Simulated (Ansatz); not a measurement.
## SiO: geometry relaxation (part 2 of 2)

SiO (P2₁3, 8 atoms in the cell); DFT PBE, scalar-relativistic, plane waves, PAW, no spin polarisation (Ansatz 0.2.0); cutoff 420 eV, 4×4×4 k-mesh, Gaussian smearing of 0.1 eV. The structure was made by swapping elements on the sites of another compound; it need not be a known phase. It belongs to a series of runs on one base structure; here: FeSi (B20) type (P2_13, No. 198).

Geometry of the input (Å; fractional positions):
```
4.3585  0.0000  0.0000
0.0000  4.3585  0.0000
0.0000  0.0000  4.3585
Si 0.1340  0.1340  0.1340
Si 0.3660  0.8660  0.6340
Si 0.6340  0.3660  0.8660
Si 0.8660  0.6340  0.3660
O  0.8445  0.8445  0.8445
O  0.6555  0.1555  0.3445
O  0.3445  0.6555  0.1555
O  0.1555  0.3445  0.6555
```

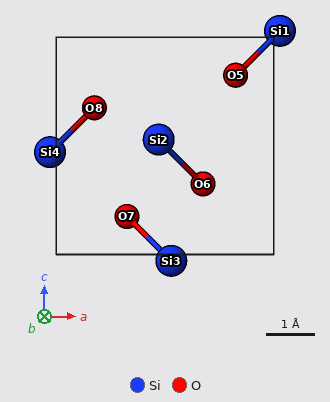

*The geometry at step 7 of the log (ball-and-stick view of the cell of the calculation, along the b axis; atoms are numbered from 1 in the order of the input).*

### The program's output, continued
```
relax step  13: F+E_penalty+E_count = -4809.96385326 eV  Δ(F+E_penalty+E_count) = +3.260e-3 eV  max|allowed force component| = 8.401e-2 eV/Å  Δτ_max = 0.0219 Å  P = -0.184 GPa  Ω = 108.211 Å³  energy of the carried Pulay correction = -2.174e-2 eV  (6 SCF iters, dr2 threshold 8.00e-7 eV, accepted)
Crystal: 8 atoms, lattice volume = 108.971 Å³
preconditioner: auto → Resta (q_TF=auto, 2.309 Å⁻¹)  ε∞=5.1  [insulator: Δε(μ)=1.884 eV  Ē_g=11.166 eV  σ=0.100 eV  W_gap=1.00  n_scr=26 (ndim 8)  ℏωp=22.5 eV  f_vac=0.000  D(μ)=0.00/eV (n_scr^D=0)  ε∞_Penn≈5.1]
SCF 14 converged in 6 iterations: F = -4809.965184 eV  dr2 = 1.14e-9
relax step  14: F+E_penalty+E_count = -4809.96518373 eV  Δ(F+E_penalty+E_count) = -1.330e-3 eV  max|allowed force component| = 7.723e-3 eV/Å  Δτ_max = 0.0143 Å  P = +0.074 GPa  Ω = 108.971 Å³  energy of the carried Pulay correction = -2.518e-2 eV  (6 SCF iters, dr2 threshold 4.41e-7 eV, accepted)
iter 1 solved again at ethr=2.75e-7 eV; its pass at ethr=3.10e-3 eV (dr2=1.10e-4 eV) is discarded
SCF iter   1: F=—  HF=-4809.992499 eV  |F-HF|=—  |Δ(HF+E_count)|=         —  Δρ=6.01e-4  dr2=6.05e-5  ethr=2.75e-7  ⟨swp⟩=3.0  Hψ=2450  notcnv=0
preconditioner: auto → Resta (q_TF=auto, 2.309 Å⁻¹)  ε∞=5.1  [insulator: Δε(μ)=1.883 eV  Ē_g=11.168 eV  σ=0.100 eV  W_gap=1.00  n_scr=26 (ndim 8)  ℏωp=22.5 eV  f_vac=0.000  D(μ)=0.00/eV (n_scr^D=0)  ε∞_Penn≈5.1]
SCF iter   2: F=—  HF=-4809.992845 eV  |F-HF|=—  |Δ(HF+E_count)|=   3.45e-4  Δρ=2.81e-4  dr2=9.99e-6  ethr=1.51e-7  ⟨swp⟩=2.8  Hψ=577  notcnv=0
SCF iter   3: F=—  HF=-4809.992930 eV  |F-HF|=—  |Δ(HF+E_count)|=   8.48e-5  Δρ=5.50e-5  dr2=5.43e-7  ethr=2.50e-8  ⟨swp⟩=2.7  Hψ=579  notcnv=0
SCF iter   4: F=—  HF=-4809.992932 eV  |F-HF|=—  |Δ(HF+E_count)|=   2.21e-6  Δρ=1.89e-6  dr2=2.74e-9  ethr=1.36e-9  ⟨swp⟩=2.6  Hψ=581  notcnv=0
iter 5 did not close the SCF: its close was put off for the readings that it lacked (scf_convergence_deferred on its scf_iter line)
SCF iter   5: F=-4809.992932 eV  HF=-4809.992932 eV  |F-HF|=1.46e-11  |Δ(HF+E_count)|=   3.91e-9  Δρ=2.78e-7  dr2=9.86e-11  ethr=6.84e-12  ⟨swp⟩=2.5  Hψ=538  notcnv=0
SCF iter   6: F=-4809.992932 eV  HF=-4809.992932 eV  |F-HF|=2.73e-12  |Δ(HF+E_count)|=  2.55e-11  Δρ=6.31e-8  dr2=4.63e-12  ethr=1.00e-12  ⟨swp⟩=2.0  Hψ=844  notcnv=0
SCF 15 converged in 6 iterations: F = -4809.992932 eV  dr2 = 4.63e-12
relax step  15: F+E_penalty+E_count = -4809.99293182 eV  Δ(F+E_penalty+E_count) = -2.775e-2 eV  max|allowed force component| = 7.519e-3 eV/Å  Δτ_max = 0.0000 Å  P = +0.181 GPa  Ω = 108.971 Å³  stress off target by 1.81e-1 GPa  SCF on the basis re-selected at this cell (its energy is not comparable with the rows above)  (6 SCF iters)
basis re-selected at this cell: Δ(F+E_penalty+E_count) = -2.775e-2 eV, ΔP = +0.107 GPa vs the last step (what re-selecting the basis moved, of the pressure what is left beyond the Pulay correction that the steps carried, after the strain that the cell walked since its last selection, with what the two solves' SCF thresholds leave and, on support functions, any second-order correction that the steps lacked; it is no measure of the basis error at this ecutwfc). This SCF's stress stands 1.81e-1 GPa from its target on what of the cell is left free (relax.cell.stress_tol is 4.00e-1 GPa) and its largest allowed force component is 7.52e-3 eV/Å (relax.f_tol is 4.00e-2 eV/Å): within both
SCF converged after 6 iterations
Free energy (F): -4809.992932 eV
Harris-Foulkes:  -4809.992932 eV  (|F-HF|=2.73e-12)
Internal energy: -4809.992932 eV  (E = F + TS)
E sigma→0 (E₀):  -4809.992932 eV
Fermi energy:    6.804211 eV
--- Per-component energies (eV) ---
  E_band       = -40.547596
  E_kinetic    = 855.053121
  E_local      = -1772.008916  (includes V_loc(G=0)·N_el)
  E_nonlocal   = 295.952553
  E_hartree    = 644.509111
  E_xc         = -513.568865
  E_vxc        = -559.894388  (∫ρ·V_xc dr)
  E_paw        = -2679.086338  (= ΣΔE_a)
  E_vpaw       = -148.677979  (= ΣTr[D̂ρ^β])
  E_aug_tail   = 0.009733  (compensation charges beyond the density's cutoff)
  E_ewald      = -1640.853333
  E_smearing   = -0.000000  (= −TS)
  E_closure    = 0.000000  (closes the sum)
  Σ components = -4809.992932   (vs F -4809.992932, Δ=0.00e0)
--- Forces (eV/Å), atoms counted from 1 ---
  atom   1  Si     0.00100900     0.00100900     0.00100900
  atom   2  Si    -0.00100900    -0.00100900     0.00100900
  atom   3  Si     0.00100900    -0.00100900    -0.00100900
  atom   4  Si    -0.00100900     0.00100900    -0.00100900
  atom   5  O     -0.00751919    -0.00751919    -0.00751919
  atom   6  O      0.00751919     0.00751919    -0.00751919
  atom   7  O     -0.00751919     0.00751919     0.00751919
  atom   8  O      0.00751919    -0.00751919     0.00751919
  max |Σ_I F_I| component: 2.39e-16 eV/Å
--- Stress (GPa, compression-positive) ---
        0.181348      -0.000000       0.000000
       -0.000000       0.181348      -0.000000
        0.000000      -0.000000       0.181348
  P = ⅓ Tr σ = 0.1813 GPa (1.813 kbar)
--- Band table (eV; the first three rows and the last of 11) ---
  k-point 0: bands = ["-13.5597", "-12.5269", "-12.5269", "-12.5269", "-1.7416", "-1.7416", "-1.7416", "0.1086", "1.1900", "1.1900", "1.1900", "1.8951", "2.2344", "2.2344", "2.9504", "2.9504", "2.9504", "5.6844", "5.6844", "5.6844", "9.0561", "9.0561", "9.0561", "9.2865", "9.2865", "9.2865", "11.6016", "11.6016"]
  k-point 1: bands = ["-13.4401", "-12.7822", "-12.4976", "-12.4247", "-2.2830", "-1.9194", "-0.7766", "0.1854", "0.8310", "0.9377", "1.1614", "1.4022", "2.2679", "2.3253", "2.8298", "3.1167", "3.8212", "5.3761", "5.4721", "5.7845", "8.0799", "8.6938", "9.6037", "9.6157", "10.1470", "10.7747", "11.4685", "11.8827"]
  k-point 2: bands = ["-13.1348", "-13.1348", "-12.4397", "-12.4397", "-2.2653", "-2.2653", "0.2636", "0.2636", "0.6337", "0.6337", "0.8061", "0.8061", "2.5715", "2.5715", "2.7562", "2.7562", "4.8585", "4.8585", "5.6176", "5.6176", "8.0637", "8.0637", "10.3529", "10.3529", "10.8340", "10.8340", "11.9440", "11.9440"]
  k-point 10: bands = ["-12.7799", "-12.7799", "-12.7799", "-12.7799", "-1.9443", "-1.9443", "-1.9443", "-1.9443", "1.4176", "1.4176", "1.4176", "1.4176", "3.3332", "3.3332", "3.3332", "3.3332", "5.1406", "5.1406", "5.1406", "5.1406", "9.0523", "9.0523", "9.0523", "9.0523", "10.9224", "10.9224", "10.9224", "10.9224"]
--- Relaxed structure (13 steps of the walk, 13 accepted, 2 SCFs on fresh bases) ---
  F+E_penalty+E_count = -4809.99293182 eV   max|allowed force component| = 7.519e-3 eV/Å   (the final SCF, on the basis selected at the relaxed cell)
  cell:  # Å, volume = 108.9707 Å³
    - [4.776428432459402, -9.950638046000718e-33, 4.2370458776519175e-33]
    - [-5.6172956711294445e-34, 4.776428432459402, 1.7493863661517387e-33]
    - [3.980255218400286e-33, 2.904944332784081e-33, 4.776428432459402]
  atoms:
    - { symbol: Si, position: [0.030877063495823254, 0.030877063495823247, 0.030877063495823247] }
    - { symbol: Si, position: [0.46912293650417686, 0.9691229365041765, 0.530877063495823] }
    - { symbol: Si, position: [0.530877063495823, 0.46912293650417686, 0.9691229365041765] }
    - { symbol: Si, position: [0.9691229365041765, 0.5308770634958231, 0.4691229365041771] }
    - { symbol: O, position: [0.8334430748627727, 0.8334430748627727, 0.8334430748627727] }
    - { symbol: O, position: [0.6665569251372273, 0.16655692513722734, 0.3334430748627726] }
    - { symbol: O, position: [0.3334430748627726, 0.6665569251372273, 0.16655692513722734] }
    - { symbol: O, position: [0.16655692513722734, 0.33344307486277264, 0.6665569251372273] }
```

### Trajectory as extended XYZ (Å, eV, eV/Å), 15 frames, from step=1 to step=15
```
8
Lattice="4.3585 0.0000 0.0000 0.0000 4.3585 0.0000 0.0000 0.0000 4.3585" Properties=species:S:1:pos:R:3:forces:R:3 step=1 energy=-4803.12069 pressure_GPa=2.64
Si    0.5840    0.5840    0.5840   -0.5473  -0.5473  -0.5473
Si    1.5952    3.7744    2.7633    0.5473   0.5473  -0.5473
Si    2.7633    1.5952    3.7744   -0.5473   0.5473   0.5473
Si    3.7744    2.7633    1.5952    0.5473  -0.5473   0.5473
O     3.6807    3.6807    3.6807    0.4904   0.4904   0.4904
O     2.8570    0.6777    1.5015   -0.4904  -0.4904   0.4904
O     1.5015    2.8570    0.6777    0.4904  -0.4904  -0.4904
O     0.6777    1.5015    2.8570   -0.4904   0.4904  -0.4904
8
Lattice="4.3883 0.0000 0.0000 0.0000 4.3883 0.0000 0.0000 0.0000 4.3883" Properties=species:S:1:pos:R:3:forces:R:3 step=2 energy=-4803.46305 pressure_GPa=-1.49
Si    0.5595    0.5595    0.5595   -0.8431  -0.8431  -0.8431
Si    1.6347    3.8288    2.7536    0.8431   0.8431  -0.8431
Si    2.7536    1.6347    3.8288   -0.8431   0.8431   0.8431
Si    3.8288    2.7536    1.6347    0.8431  -0.8431   0.8431
O     3.7233    3.7233    3.7233    0.5233   0.5233   0.5233
O     2.8591    0.6649    1.5292   -0.5233  -0.5233   0.5233
O     1.5292    2.8591    0.6649    0.5233  -0.5233  -0.5233
O     0.6649    1.5292    2.8591   -0.5233   0.5233  -0.5233
8
Lattice="4.4068 0.0000 0.0000 0.0000 4.4068 0.0000 0.0000 0.0000 4.4068" Properties=species:S:1:pos:R:3:forces:R:3 step=3 energy=-4803.99355 pressure_GPa=-3.51
Si    0.5228    0.5228    0.5228   -1.2178  -1.2178  -1.2178
Si    1.6806    3.8840    2.7262    1.2178   1.2178  -1.2178
Si    2.7262    1.6806    3.8840   -1.2178   1.2178   1.2178
Si    3.8840    2.7262    1.6806    1.2178  -1.2178   1.2178
O     3.7495    3.7495    3.7495    0.5540   0.5540   0.5540
O     2.8607    0.6573    1.5461   -0.5540  -0.5540   0.5540
O     1.5461    2.8607    0.6573    0.5540  -0.5540  -0.5540
O     0.6573    1.5461    2.8607   -0.5540   0.5540  -0.5540
8
Lattice="4.4100 0.0000 0.0000 0.0000 4.4100 0.0000 0.0000 0.0000 4.4100" Properties=species:S:1:pos:R:3:forces:R:3 step=4 energy=-4806.41415 pressure_GPa=0.38
Si    0.4092    0.4092    0.4092   -1.5799  -1.5799  -1.5799
Si    1.7958    4.0008    2.6142    1.5799   1.5799  -1.5799
Si    2.6142    1.7958    4.0008   -1.5799   1.5799   1.5799
Si    4.0008    2.6142    1.7958    1.5799  -1.5799   1.5799
O     3.7960    3.7960    3.7960    0.5106   0.5106   0.5106
O     2.8189    0.6140    1.5910   -0.5106  -0.5106   0.5106
O     1.5910    2.8189    0.6140    0.5106  -0.5106  -0.5106
O     0.6140    1.5910    2.8189   -0.5106   0.5106  -0.5106
8
Lattice="4.4945 0.0000 0.0000 0.0000 4.4945 0.0000 0.0000 0.0000 4.4945" Properties=species:S:1:pos:R:3:forces:R:3 step=5 energy=-4807.34975 pressure_GPa=-2.58
Si    0.3626    0.3626    0.3626   -1.7470  -1.7470  -1.7470
Si    1.8846    4.1319    2.6099    1.7470   1.7470  -1.7470
Si    2.6099    1.8846    4.1319   -1.7470   1.7470   1.7470
Si    4.1319    2.6099    1.8846    1.7470  -1.7470   1.7470
O     3.8439    3.8439    3.8439    0.2378   0.2378   0.2378
O     2.8979    0.6506    1.5966   -0.2378  -0.2378   0.2378
O     1.5966    2.8979    0.6506    0.2378  -0.2378  -0.2378
O     0.6506    1.5966    2.8979   -0.2378   0.2378  -0.2378
8
Lattice="4.6078 0.0000 0.0000 0.0000 4.6078 0.0000 0.0000 0.0000 4.6078" Properties=species:S:1:pos:R:3:forces:R:3 step=6 energy=-4809.18800 pressure_GPa=-4.90
Si    0.2523    0.2523    0.2523   -1.2158  -1.2158  -1.2158
Si    2.0516    4.3555    2.5562    1.2158   1.2158  -1.2158
Si    2.5562    2.0516    4.3555   -1.2158   1.2158   1.2158
Si    4.3555    2.5562    2.0516    1.2158  -1.2158   1.2158
O     3.8655    3.8655    3.8655    0.2471   0.2471   0.2471
O     3.0462    0.7423    1.5616   -0.2471  -0.2471   0.2471
O     1.5616    3.0462    0.7423    0.2471  -0.2471  -0.2471
O     0.7423    1.5616    3.0462   -0.2471   0.2471  -0.2471
8
Lattice="4.5834 0.0000 0.0000 0.0000 4.5834 0.0000 0.0000 0.0000 4.5834" Properties=species:S:1:pos:R:3:forces:R:3 step=7 energy=-4809.49982 pressure_GPa=9.56
Si    0.1326    0.1326    0.1326    0.8616   0.8616   0.8616
Si    2.1591    4.4508    2.4243   -0.8616  -0.8616   0.8616
Si    2.4243    2.1591    4.4508    0.8616  -0.8616  -0.8616
Si    4.4508    2.4243    2.1591   -0.8616   0.8616  -0.8616
O     3.7812    3.7812    3.7812   -0.1841  -0.1841  -0.1841
O     3.0939    0.8022    1.4895    0.1841   0.1841  -0.1841
O     1.4895    3.0939    0.8022   -0.1841   0.1841   0.1841
O     0.8022    1.4895    3.0939    0.1841  -0.1841   0.1841
8
Lattice="4.6680 0.0000 0.0000 0.0000 4.6680 0.0000 0.0000 0.0000 4.6680" Properties=species:S:1:pos:R:3:forces:R:3 step=8 energy=-4809.74294 pressure_GPa=-1.34
Si    0.1681    0.1681    0.1681   -0.1939  -0.1939  -0.1939
Si    2.1659    4.4999    2.5021    0.1939   0.1939  -0.1939
Si    2.5021    2.1659    4.4999   -0.1939   0.1939   0.1939
Si    4.4999    2.5021    2.1659    0.1939  -0.1939   0.1939
O     3.8745    3.8745    3.8745    0.1956   0.1956   0.1956
O     3.1275    0.7935    1.5405   -0.1956  -0.1956   0.1956
O     1.5405    3.1275    0.7935    0.1956  -0.1956  -0.1956
O     0.7935    1.5405    3.1275   -0.1956   0.1956  -0.1956
8
Lattice="4.6626 0.0000 0.0000 0.0000 4.6626 0.0000 0.0000 0.0000 4.6626" Properties=species:S:1:pos:R:3:forces:R:3 step=9 energy=-4809.75508 pressure_GPa=-0.08
Si    0.1657    0.1657    0.1657   -0.0586  -0.0586  -0.0586
Si    2.1656    4.4969    2.4969    0.0586   0.0586  -0.0586
Si    2.4969    2.1656    4.4969   -0.0586   0.0586   0.0586
Si    4.4969    2.4969    2.1656    0.0586  -0.0586   0.0586
O     3.8737    3.8737    3.8737    0.0758   0.0758   0.0758
O     3.1201    0.7888    1.5424   -0.0758  -0.0758   0.0758
O     1.5424    3.1201    0.7888    0.0758  -0.0758  -0.0758
O     0.7888    1.5424    3.1201   -0.0758   0.0758  -0.0758
8
Lattice="4.6738 0.0000 0.0000 0.0000 4.6738 0.0000 0.0000 0.0000 4.6738" Properties=species:S:1:pos:R:3:forces:R:3 step=10 energy=-4809.75548 pressure_GPa=-0.06
Si    0.1638    0.1638    0.1638    0.0000   0.0000   0.0000
Si    2.1731    4.5100    2.5006    0.0000   0.0000   0.0000
Si    2.5006    2.1731    4.5100    0.0000   0.0000   0.0000
Si    4.5100    2.5006    2.1731    0.0000   0.0000   0.0000
O     3.8875    3.8875    3.8875   -0.0001  -0.0001  -0.0001
O     3.1231    0.7862    1.5506    0.0001   0.0001  -0.0001
O     1.5506    3.1231    0.7862   -0.0001   0.0001   0.0001
O     0.7862    1.5506    3.1231    0.0001  -0.0001   0.0001
8
Lattice="4.6738 0.0000 0.0000 0.0000 4.6738 0.0000 0.0000 0.0000 4.6738" Properties=species:S:1:pos:R:3:forces:R:3 step=11 energy=-4809.94163 pressure_GPa=2.40
Si    0.1638    0.1638    0.1638    0.0004   0.0004   0.0004
Si    2.1731    4.5100    2.5006   -0.0004  -0.0004   0.0004
Si    2.5006    2.1731    4.5100    0.0004  -0.0004  -0.0004
Si    4.5100    2.5006    2.1731   -0.0004   0.0004  -0.0004
O     3.8875    3.8875    3.8875    0.0047   0.0047   0.0047
O     3.1231    0.7862    1.5506   -0.0047  -0.0047   0.0047
O     1.5506    3.1231    0.7862    0.0047  -0.0047  -0.0047
O     0.7862    1.5506    3.1231   -0.0047   0.0047  -0.0047
8
Lattice="4.7323 0.0000 0.0000 0.0000 4.7323 0.0000 0.0000 0.0000 4.7323" Properties=species:S:1:pos:R:3:forces:R:3 step=12 energy=-4809.96711 pressure_GPa=0.79
Si    0.1516    0.1516    0.1516   -0.0083  -0.0083  -0.0083
Si    2.2146    4.5807    2.5177    0.0083   0.0083  -0.0083
Si    2.5177    2.2146    4.5807   -0.0083   0.0083   0.0083
Si    4.5807    2.5177    2.2146    0.0083  -0.0083   0.0083
O     3.9354    3.9354    3.9354    0.0574   0.0574   0.0574
O     3.1630    0.7969    1.5692   -0.0574  -0.0574   0.0574
O     1.5692    3.1630    0.7969    0.0574  -0.0574  -0.0574
O     0.7969    1.5692    3.1630   -0.0574   0.0574  -0.0574
8
Lattice="4.7653 0.0000 0.0000 0.0000 4.7653 0.0000 0.0000 0.0000 4.7653" Properties=species:S:1:pos:R:3:forces:R:3 step=13 energy=-4809.96385 pressure_GPa=-0.18
Si    0.1562    0.1562    0.1562   -0.0840  -0.0840  -0.0840
Si    2.2265    4.6091    2.5388    0.0840   0.0840  -0.0840
Si    2.5388    2.2265    4.6091   -0.0840   0.0840   0.0840
Si    4.6091    2.5388    2.2265    0.0840  -0.0840   0.0840
O     3.9767    3.9767    3.9767   -0.0093  -0.0093  -0.0093
O     3.1713    0.7886    1.5940    0.0093   0.0093  -0.0093
O     1.5940    3.1713    0.7886   -0.0093   0.0093   0.0093
O     0.7886    1.5940    3.1713    0.0093  -0.0093   0.0093
8
Lattice="4.7764 0.0000 0.0000 0.0000 4.7764 0.0000 0.0000 0.0000 4.7764" Properties=species:S:1:pos:R:3:forces:R:3 step=14 energy=-4809.96518 pressure_GPa=0.07
Si    0.1475    0.1475    0.1475    0.0005   0.0005   0.0005
Si    2.2407    4.6289    2.5357   -0.0005  -0.0005   0.0005
Si    2.5357    2.2407    4.6289    0.0005  -0.0005  -0.0005
Si    4.6289    2.5357    2.2407   -0.0005   0.0005  -0.0005
O     3.9809    3.9809    3.9809   -0.0077  -0.0077  -0.0077
O     3.1838    0.7955    1.5927    0.0077   0.0077  -0.0077
O     1.5927    3.1838    0.7955   -0.0077   0.0077   0.0077
O     0.7955    1.5927    3.1838    0.0077  -0.0077   0.0077
8
Lattice="4.7764 0.0000 0.0000 0.0000 4.7764 0.0000 0.0000 0.0000 4.7764" Properties=species:S:1:pos:R:3:forces:R:3 step=15 energy=-4809.99293 pressure_GPa=0.18
Si    0.1475    0.1475    0.1475    0.0010   0.0010   0.0010
Si    2.2407    4.6289    2.5357   -0.0010  -0.0010   0.0010
Si    2.5357    2.2407    4.6289    0.0010  -0.0010  -0.0010
Si    4.6289    2.5357    2.2407   -0.0010   0.0010  -0.0010
O     3.9809    3.9809    3.9809   -0.0075  -0.0075  -0.0075
O     3.1838    0.7955    1.5927    0.0075   0.0075  -0.0075
O     1.5927    3.1838    0.7955   -0.0075   0.0075   0.0075
O     0.7955    1.5927    3.1838    0.0075  -0.0075   0.0075
```

### Key numbers

```csv
quantity,value
outcome,converged
space group (tolerance 0.01 Å),P2₁3 (198)
electrons treated,40
free energy,−4809.9929 eV
Fermi energy,6.804 eV
gap on the k-point mesh,1.88 eV
pressure,0.18 GPa
final volume,108.97 Å³
largest force (length of the vector) at the end,0.013 eV/Å
final cell,"a = 4.776 Å, b = 4.776 Å, c = 4.776 Å, α = 90.00°, β = 90.00°, γ = 90.00°"
hardware,"1 thread of Intel Xeon (Granite Rapids), 192 GiB of memory available, shared host"
wall time,18 s
peak memory,0.36 GiB
```
